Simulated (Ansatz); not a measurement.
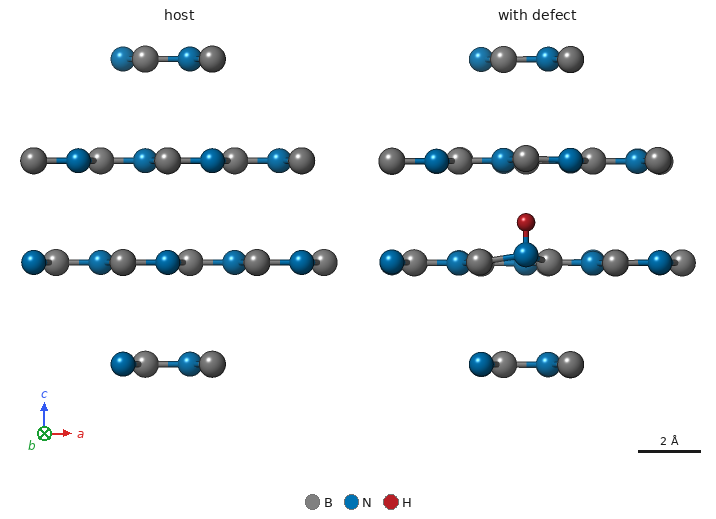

Left: perfect BN. Right: the same region with one point defect, after relaxing the atoms in a supercell of 32 sites. Style: ball-and-stick. Shown: the atoms within 5.5 Å of one point, in a slice 5.0 Å thick across the line of sight, along the b axis.

All numbers below come from DFT PBE+D3(BJ), scalar-relativistic, plane waves, PAW in Ansatz. Settings: plane-wave cutoff 420 eV; k-point mesh 2 × 2 × 2; occupations gaussian; smearing width 0.01 eV; mesh shifted by (0.5, 0.5, 0.5); no spin polarisation. The cell is small and the k-mesh coarse, so the numbers are rough. A uniform background neutralises the charged cell. The axes drawn are those of the host's conventional cell.

**What kind of defect was made?**

An extra hydrogen atom is put between the host's atoms (an interstitial).

The charge state of the cell is +1.

**What does the relaxation do around it?**

The H atom starts with 2 N at 1.83 to 1.85 Å, 2 B at 1.86 Å around its place and ends with 1 N at 1.05 Å. Of the host's atoms, a nitrogen atom moves furthest from its site, by 0.26 Å. The H atom itself moves 1.48 Å from where it was put.
